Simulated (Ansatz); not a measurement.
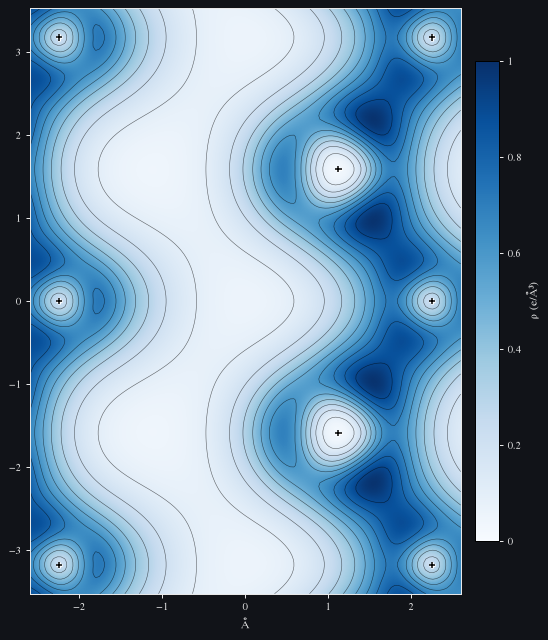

The valence electron density on a plane through atoms (crosses mark nuclei in the plane).

These are results of Ansatz 0.2.0, DFT, LDA, PAW with Ansatz's default frozen-core files, scalar-relativistic; relaxation of cell and atoms, not measurements.

Candidates:
A. BP, a = 4.49 Å, b = 4.49 Å, c = 4.49 Å, α = 90.00°, β = 90.00°, γ = 90.00°. Space group F-43m.
B. AlP, a = 5.31 Å, b = 5.31 Å, c = 5.31 Å, α = 90.00°, β = 90.00°, γ = 90.00°. Space group F-43m; computed pressure about 7 GPa in this cell.

**Which system is this?**

Candidate A: BP on the (101) plane of the conventional cell, which holds B and P. B–P (1.94 Å): ρ at the midpoint is about 0.91 e/Å³.
